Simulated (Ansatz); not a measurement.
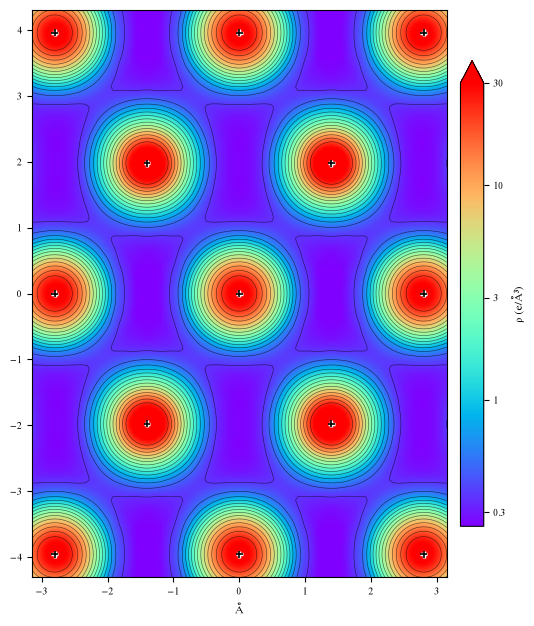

The valence charge density (pseudo) on a plane through atoms (crosses mark nuclei in the plane).

Level of theory: DFT PBEsol, scalar-relativistic, plane waves, PAW in Ansatz 0.2.0.

Candidates:
A. NaCl, a = 4.00 Å, b = 4.00 Å, c = 5.89 Å, α = 90.00°, β = 90.00°, γ = 90.00°. Space group I4/mmm; changed on purpose from its base cell (strain +0.000 along x and y, +0.040 along z, atoms carried along).
B. FeCo, a = 2.80 Å, b = 2.80 Å, c = 2.80 Å, α = 90.00°, β = 90.00°, γ = 90.00°. Space group Pm-3m; spin-polarised.

**Which candidate gave the map?**

Candidate B: FeCo on the (011̄) plane of the conventional cell, which holds Fe and Co. Fe–Co (2.43 Å): ρ is about 0.37 e/Å³ halfway.
